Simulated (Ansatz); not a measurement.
# Run report: NiO, geometry relaxation (part 3 of 3)

The same run, continued: NiO (Fm-3m, 2 atoms in the cell); DFT PBE, scalar-relativistic, plane waves, PAW, spin-polarised (Ansatz 0.2.0); cutoff 420 eV, 18×18×18 k-mesh, Gaussian smearing of 0.1 eV, collinear spins. The structure derives from an entry of the Crystallography Open Database.

Geometry of the input (Å; fractional positions):
```
0.0000  2.0859  2.0859
2.0859  0.0000  2.0859
2.0859  2.0859  0.0000
Ni 0.0000  0.0000  0.0000
O  0.5000  0.5000  0.5000
```

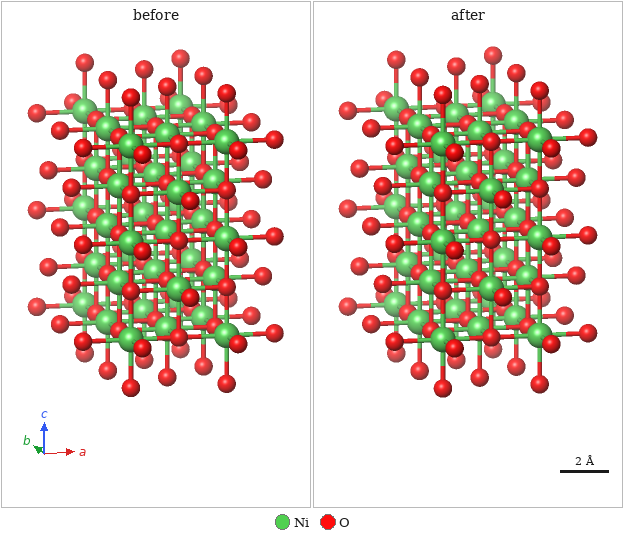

Fig. 1: Before (left) and after (right) the relaxation, at one scale (ball-and-stick view of the cell 4 times as large as that of the calculation, set on its symmetry axes, repeated 1 × 2 × 2, with bonded neighbours outside it, seen slightly off an axis). Over 4 geometry steps the energy falls by 5.0 meV per atom. All forces vanish by symmetry, so only the cell relaxes. Pressure: 5.61 GPa at the start and 0.01 GPa at the end. The basis was re-selected once at an unchanged geometry, which shifts the energy a little without any move. No atom moves by more than 0.005 Å relative to the cell. Cell: a = b = c 4.172 → 4.216 Å (+1.1 %). Volume +3.2 %. Among the contacts that change: Ni1–O2 2.086 → 2.108 Å. The space group stays Fm-3m (No. 225). The energy change given includes the shifts at the re-selections in mid-walk, which come without any move. A last SCF at the same geometry on a re-selected plane-wave basis shifts the energy by next to nothing (0.0 meV per atom). (Atoms are counted from 1 in the order of the input.)

```
basis re-selected at this cell: Δ(F+E_penalty+E_count) = -7.651e-5 eV, ΔP = +0.004 GPa vs the last step (what re-selecting the basis moved, of the pressure what is left beyond the Pulay correction that the steps carried, after the strain that the cell walked since its last selection, with what the two solves' SCF thresholds leave and, on support functions, any second-order correction that the steps lacked; it is no measure of the basis error at this ecutwfc). This SCF's stress stands 7.93e-3 GPa from its target on what of the cell is left free (relax.cell.stress_tol is 5.00e-2 GPa) and its largest allowed force component is 3.32e-30 eV/Å (relax.f_tol is 5.00e-3 eV/Å): within both
SCF converged after 6 iterations
Magnetization: 1.8057 μB (12.9028 up, 11.0972 down)
Absolute magnetization: 1.8139 μB (∫|ρ↑−ρ↓|, with the PAW one-centre terms)
Spin contamination: 0.0061 ħ² per cell (⟨S²⟩ above its minimum at these occupations)
Per-site moments (μB) at R_I (Å): [(1.4567325338425678, 0.8696226346827733), (0.29390010825555085, 0.8696226346827733)]
Free energy (F): -6405.679816 eV
Harris-Foulkes:  -6405.679816 eV  (|F-HF|=4.55e-12)
Internal energy: -6405.674096 eV  (E = F + TS)
E sigma→0 (E₀):  -6405.676956 eV
Entropy (-TS):   -0.005720 eV (-2.860 meV/atom)
Fermi energy:    13.852302 eV
--- Per-component energies (eV) ---
  E_band       = -339.266292
  E_kinetic    = 450.946431
  E_local      = -4046.590907  (includes V_loc(G=0)·N_el)
  E_nonlocal   = 692.667613
  E_hartree    = 1665.489432
  E_xc         = -155.674862
  E_vxc        = -199.664096  (∫ρ·V_xc dr)
  E_paw        = -1792.105209  (= ΣΔE_a)
  E_vpaw       = -567.607266  (= ΣTr[D̂ρ^β])
  E_aug_tail   = 0.002953  (compensation charges beyond the density's cutoff)
  E_ewald      = -3220.409547
  E_smearing   = -0.005720  (= −TS)
  E_closure    = 0.000000  (closes the sum)
  Σ components = -6405.679816   (vs F -6405.679816, Δ=0.00e0)
--- Forces (eV/Å), atoms counted from 1 ---
  atom   1  Ni    -0.00000000     0.00000000    -0.00000000
  atom   2  O      0.00000000    -0.00000000    -0.00000000
  max |Σ_I F_I| component: 5.98e-30 eV/Å
--- Stress (GPa, compression-positive) ---
        0.007930      -0.000000      -0.000000
       -0.000000       0.007930      -0.000000
       -0.000000      -0.000000       0.007930
  P = ⅓ Tr σ = 0.0079 GPa (0.079 kbar)
--- Band table (eV; the first three rows and the last of 390) ---
  k-point 0 ↑: bands = ["-90.5601", "-50.9367", "-50.9367", "-50.9367", "-6.2857", "10.7099", "10.7099", "10.9434", "10.9434", "10.9434", "11.2394", "11.2394", "11.2394", "15.1637", "31.5050", "32.4422", "32.4422"]
  k-point 1 ↑: bands = ["-90.5600", "-50.9376", "-50.9369", "-50.9369", "-6.2519", "10.3266", "10.3266", "10.5473", "11.1627", "11.1627", "11.4136", "11.4345", "11.4345", "15.4016", "30.5192", "32.3364", "32.3364"]
  k-point 2 ↑: bands = ["-90.5598", "-50.9399", "-50.9372", "-50.9372", "-6.1532", "9.8447", "9.8589", "9.8589", "11.2472", "11.2472", "11.5681", "11.9078", "11.9078", "15.9961", "29.0909", "31.9309", "31.9309"]
  k-point 194 ↓: bands = ["-88.6835", "-49.1294", "-49.1266", "-49.1202", "-4.2991", "8.1100", "8.4657", "8.8894", "12.6794", "12.9130", "13.1245", "14.1308", "14.8503", "22.4563", "24.5754", "24.7545", "27.4300"]
--- Relaxed structure (5 steps of the walk, 5 accepted, 2 SCFs on fresh bases) ---
  F+E_penalty+E_count = -6405.67981578 eV   max|allowed force component| = 3.320e-30 eV/Å   (the final SCF, on the basis selected at the relaxed cell)
  cell:  # Å, volume = 18.7392 Å³
    - [-3.584673840330061e-34, 2.1081760840794503, 2.1081760840794503]
    - [2.1081760840794503, -1.2260738954155013e-34, 2.1081760840794503]
    - [2.1081760840794503, 2.1081760840794503, 1.303698703729145e-34]
  atoms:
    - { symbol: Ni, position: [-8.415568895376879e-37, 7.213344767524785e-37, 7.213344767397948e-37] }
    - { symbol: O, position: [0.5, 0.5, 0.5] }
--- Löwdin populations: 2 sites ---
  site symbol       q [e]    m [muB]
     0     Ni     16.9369     1.4357
     1      O      6.9512     0.3701
  spilling = 0.004662 (of n_electrons = 24.000000)
```

## File populations.tsv
```
# site	symbol	l	j	q_up	q_dn
# orbitals = lowdin
# n_electrons = 24.000000
# spilling = 0.004662
0	Ni	0_3S	-	0.998847	0.998875
0	Ni	0_4S	-	0.248291	0.238390
0	Ni	1_3P	-	2.999407	2.998995
0	Ni	2_3D	-	4.939776	3.514340
1	O	0_2S	-	0.942944	0.904360
1	O	1_2P	-	2.717723	2.386170
```

## Trajectory as extended XYZ (Å, eV, eV/Å), 7 frames, from step=1 to step=7
```
2
Lattice="0.0000 2.0859 2.0859 2.0859 0.0000 2.0859 2.0859 2.0859 0.0000" Properties=species:S:1:pos:R:3:forces:R:3 step=1 energy=-6405.66980 pressure_GPa=5.61
Ni    0.0000    0.0000    0.0000    0.0000   0.0000   0.0000
O     2.0859    2.0859    2.0859    0.0000   0.0000   0.0000
2
Lattice="0.0000 2.0952 2.0952 2.0952 0.0000 2.0952 2.0952 2.0952 0.0000" Properties=species:S:1:pos:R:3:forces:R:3 step=2 energy=-6405.67527 pressure_GPa=3.08
Ni    0.0000    0.0000    0.0000    0.0000   0.0000   0.0000
O     2.0952    2.0952    2.0952    0.0000   0.0000   0.0000
2
Lattice="0.0000 2.1068 2.1068 2.1068 0.0000 2.1068 2.1068 2.1068 0.0000" Properties=species:S:1:pos:R:3:forces:R:3 step=3 energy=-6405.67690 pressure_GPa=0.12
Ni    0.0000    0.0000    0.0000    0.0000   0.0000   0.0000
O     2.1068    2.1068    2.1068    0.0000   0.0000   0.0000
2
Lattice="0.0000 2.1073 2.1073 2.1073 0.0000 2.1073 2.1073 2.1073 0.0000" Properties=species:S:1:pos:R:3:forces:R:3 step=4 energy=-6405.67685 pressure_GPa=0.00
Ni    0.0000    0.0000    0.0000    0.0000   0.0000   0.0000
O     2.1073    2.1073    2.1073    0.0000   0.0000   0.0000
2
Lattice="0.0000 2.1073 2.1073 2.1073 0.0000 2.1073 2.1073 2.1073 0.0000" Properties=species:S:1:pos:R:3:forces:R:3 step=5 energy=-6405.67983 pressure_GPa=0.22
Ni    0.0000    0.0000    0.0000    0.0000   0.0000   0.0000
O     2.1073    2.1073    2.1073    0.0000   0.0000   0.0000
2
Lattice="0.0000 2.1082 2.1082 2.1082 0.0000 2.1082 2.1082 2.1082 0.0000" Properties=species:S:1:pos:R:3:forces:R:3 step=6 energy=-6405.67974 pressure_GPa=0.00
Ni    0.0000    0.0000    0.0000    0.0000   0.0000   0.0000
O     2.1082    2.1082    2.1082    0.0000   0.0000   0.0000
2
Lattice="0.0000 2.1082 2.1082 2.1082 0.0000 2.1082 2.1082 2.1082 0.0000" Properties=species:S:1:pos:R:3:forces:R:3 step=7 energy=-6405.67982 pressure_GPa=0.01
Ni    0.0000    0.0000    0.0000    0.0000   0.0000   0.0000
O     2.1082    2.1082    2.1082    0.0000   0.0000   0.0000
```

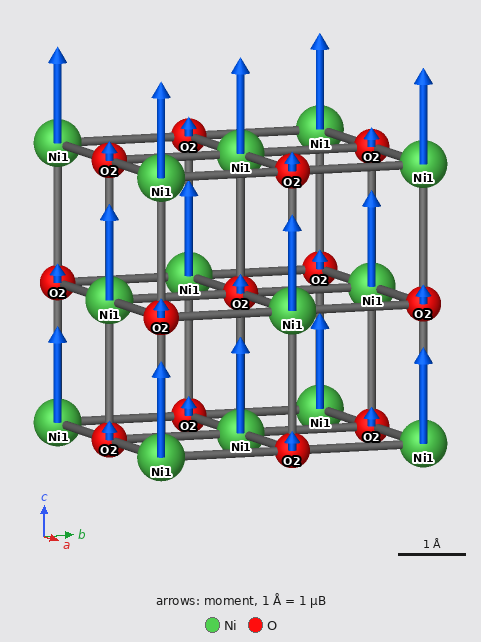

Fig. 2: Magnetic moments of the sites as blue arrows (ball-and-stick view of the cell 4 times as large as that of the calculation, set on its symmetry axes, seen slightly off an axis; atoms are numbered from 1 in the order of the input); small moments hardly show. The run is collinear, so the axis drawn is arbitrary. Site moments: Ni1 (1.46 μB); O2 (0.29 μB). They are counted near the atoms and needn't add up to the moment of the cell.

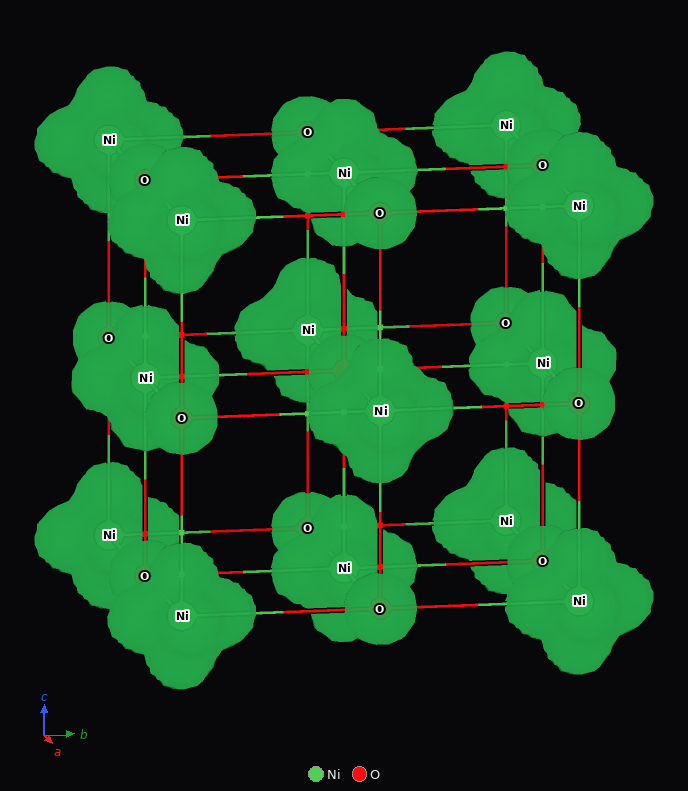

Fig. 3: Isosurfaces of the spin density at +0.3 (green) and −0.3 e/Å³ (red), seen slightly off an axis. Sticks mark near contacts. The outline is the cell set on symmetry axes. The cell of the calculation (2 atoms) carries 1.8 μB net. Only one sign reaches the isovalue. Core electrons are frozen (PAW), so the fields are smoothed inside the atomic spheres.

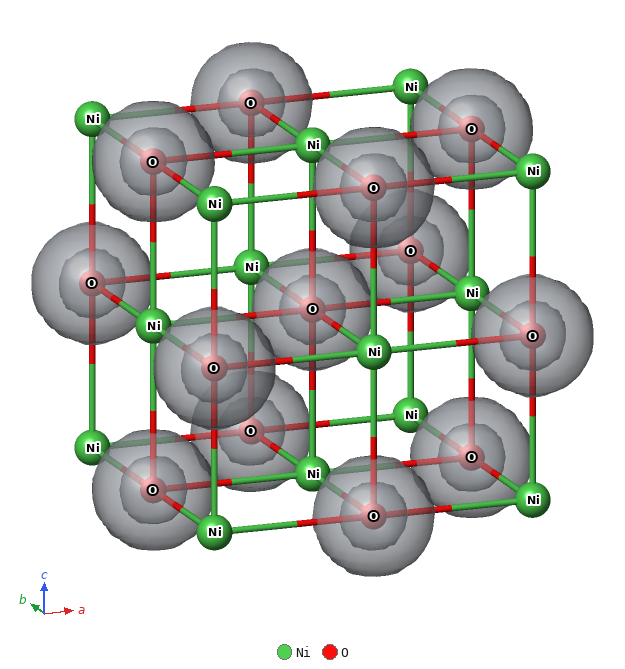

Fig. 4: Isosurface of the ELF at 0.75 (grey), seen slightly off an axis. Only the valence region is drawn (cores and ρ < 0.01 e/Å³ removed). Sticks mark near contacts. The outline is the cell set on symmetry axes. Values along the shortest contacts: Ni–O (2.11 Å): the ELF is about 0.15 at the midpoint; no shared pair; the contact is polar.

## Results in brief

| quantity | value |
| --- | --- |
| outcome | converged |
| space group (tolerance 0.01 Å) | Fm-3m (225) |
| electrons treated | 24 |
| free energy | −6405.6798 eV |
| Fermi energy | 13.852 eV |
| gap on the k-point mesh | none (metallic) |
| net moment of the cell | 1.81 μB |
| integrated absolute moment | 1.81 μB |
| pressure | 0.01 GPa |
| final volume | 18.74 Å³ |
| largest force (length of the vector) at the end | under 0.001 eV/Å |
| final cell | a = 2.981 Å, b = 2.981 Å, c = 2.981 Å, α = 60.00°, β = 60.00°, γ = 60.00° |
| hardware | 2 threads of Intel Xeon (Granite Rapids), 192 GiB of memory available, shared host |
| wall time | 20 s (CPU time 37 s) |
| peak memory | 0.49 GiB |
